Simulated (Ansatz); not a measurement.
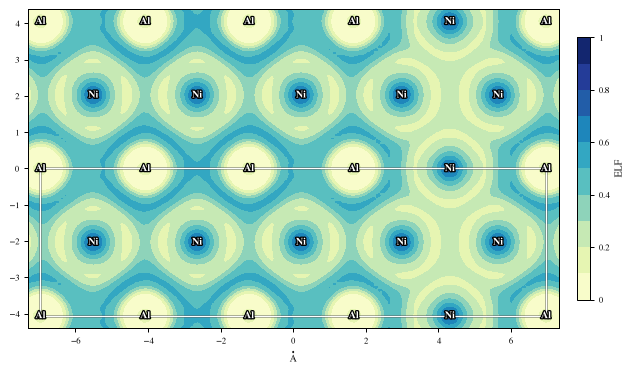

Figure 1: Al2Ni3. Electron localisation function on the (11̄0) plane of the conventional cell.

Space group P4/mmm; a structure from a database of computed crystals, not necessarily the ambient phase; the program warned that a starting moment wasn't kept; spin-polarised, but the moments vanished.

Computed with Ansatz, DFT PBEsol, scalar-relativistic, plane waves, PAW.

```cif
data_structure
_symmetry_space_group_name_H-M 'P 1'
_symmetry_Int_Tables_number 1
_cell_length_a 2.8662
_cell_length_b 2.8662
_cell_length_c 13.9264
_cell_angle_alpha 90.000
_cell_angle_beta 90.000
_cell_angle_gamma 90.000
_cell_volume 114.41
loop_
_atom_site_label
_atom_site_type_symbol
_atom_site_fract_x
_atom_site_fract_y
_atom_site_fract_z
_atom_site_occupancy
Al1 Al 0.50000 0.50000 0.19014 1
Al2 Al 0.50000 0.50000 0.39725 1
Al3 Al 0.50000 0.50000 0.60275 1
Al4 Al 0.50000 0.50000 0.80986 1
Ni1 Ni 0.00000 0.00000 0.90464 1
Ni2 Ni 0.00000 0.00000 0.09536 1
Ni3 Ni 0.00000 0.00000 0.29462 1
Ni4 Ni 0.00000 0.00000 0.50000 1
Ni5 Ni 0.00000 0.00000 0.70538 1
Ni6 Ni 0.50000 0.50000 0.00000 1
```

Question: What do the fields say about this system?

Answer: The section cuts through Al and Ni sites. Al–Ni (2.42 Å): the ELF is about 0.40 at the midpoint. Ni–Ni (2.42 Å): the ELF is about 0.25 at the midpoint; no localised pair shows between them. Al–Ni (2.48 Å): the ELF is about 0.40 at the midpoint. Al–Ni (2.65 Å): the ELF is about 0.40 at the midpoint. Ni–Ni (2.66 Å): the ELF is about 0.30 at the midpoint (no localised pair shows between them). The features right at Ni lie inside the PAW spheres, where the map follows smoothed inner orbitals and isn't to be read closely.
